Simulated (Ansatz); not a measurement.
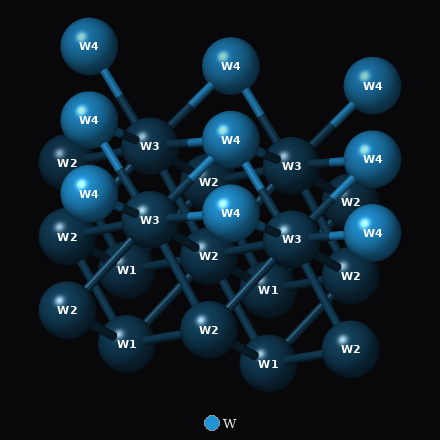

The system is Si on a W(100) slab cut from the Im-3m phase, its upper half relaxed before the scan (4 atoms of substrate and one adsorbate in a 1 × 1 cell); the picture shows it without the atoms that are moved over the map. Si is moved over the surface cell; relaxed at each place: the height of the adsorbate's atoms; substrate rigid; the origin of the map has the adsorbate above W4. Places are given modulo a cell vector. The map is drawn in real space over the plane of the surface. The scan uses an 8 × 8 grid; 15 points were computed and 49 follow by symmetry. Energies: eV, counted from the lowest grid point. With one adsorbate in each 1 × 1 cell, its nearest image is 3.2 Å away, so neighbouring adsorbates interact. All numbers below come from Ansatz, DFT PBE, scalar-relativistic, plane waves, PAW. Settings: cutoff 420 eV, k-mesh 8×8×1, gaussian smearing 0.1 eV, no spin polarisation.

Range: position of Si5 along the first surface vector from 0.000 to 0.875; position of Si5 along the second surface vector from 0.000 to 0.875.

What will the energy surface look like?

Answer. The lowest grid point is at a fourfold hollow over a second-layer W atom, (4/8, 4/8) of the cell vectors. It is the only kind of minimum in the scanned range. The highest grid point, the top site over a surface W atom, (0/8, 0/8) of the cell vectors, lies 2.08 eV above the lowest. On the interpolated surface the easiest way out of the lowest well to its copy in the next cell or period passes a barrier of about 1.4 eV. At the lowest point the adsorbate has 4 W at 2.61 Å as nearest neighbours, at the highest 1 W at 2.45 Å. Its relaxed height above the top atom is 1.33 Å at the lowest and 2.45 Å at the highest point.

| second ↓, first → | 0/8 | 1/8 | 2/8 | 3/8 | 4/8 | 5/8 | 6/8 | 7/8 |
| --- | --- | --- | --- | --- | --- | --- | --- | --- |
| 7/8 | 2.01 | 1.94 | 1.75 | 1.49 | 1.30 | 1.49 | 1.75 | 1.94 |
| 6/8 | 1.81 | 1.75 | 1.56 | 1.27 | 1.02 | 1.27 | 1.56 | 1.75 |
| 5/8 | 1.55 | 1.49 | 1.27 | 0.82 | 0.41 | 0.82 | 1.27 | 1.49 |
| 4/8 | 1.38 | 1.30 | 1.02 | 0.41 | 0.00 | 0.41 | 1.02 | 1.30 |
| 3/8 | 1.55 | 1.49 | 1.27 | 0.82 | 0.41 | 0.82 | 1.27 | 1.49 |
| 2/8 | 1.81 | 1.75 | 1.56 | 1.27 | 1.02 | 1.27 | 1.56 | 1.75 |
| 1/8 | 2.01 | 1.94 | 1.75 | 1.49 | 1.30 | 1.49 | 1.75 | 1.94 |
| 0/8 | 2.08 | 2.01 | 1.81 | 1.55 | 1.38 | 1.55 | 1.81 | 2.01 |

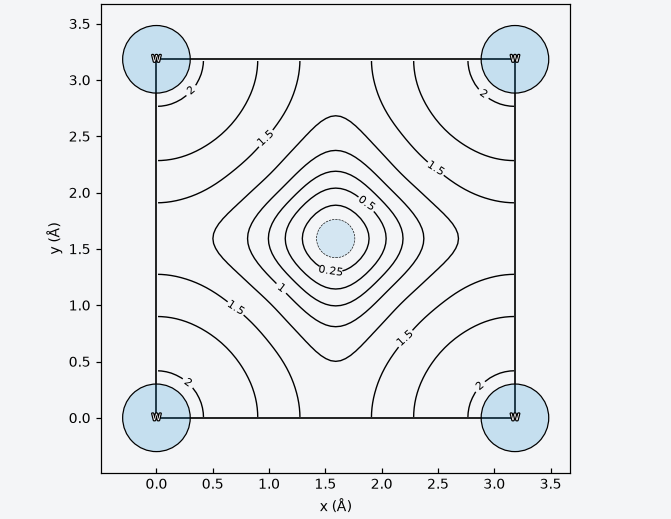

In the figure: contour lines labelled in eV, labelled circles for the atoms of the top layer and small ones for the second layer, the outline of one cell of the plane. Between grid points the surface is interpolated.

Each point was launched as `ansatz run input.yaml --threads 1 --pin off --max-ram 3072MiB --backend cpu --events-out ev --progress --plain --runs-dir out`. Time for the 15 points that were run: 14 min on 1 thread of Arm Neoverse V1 (shared host).

PAW datasets: the set soft_1.
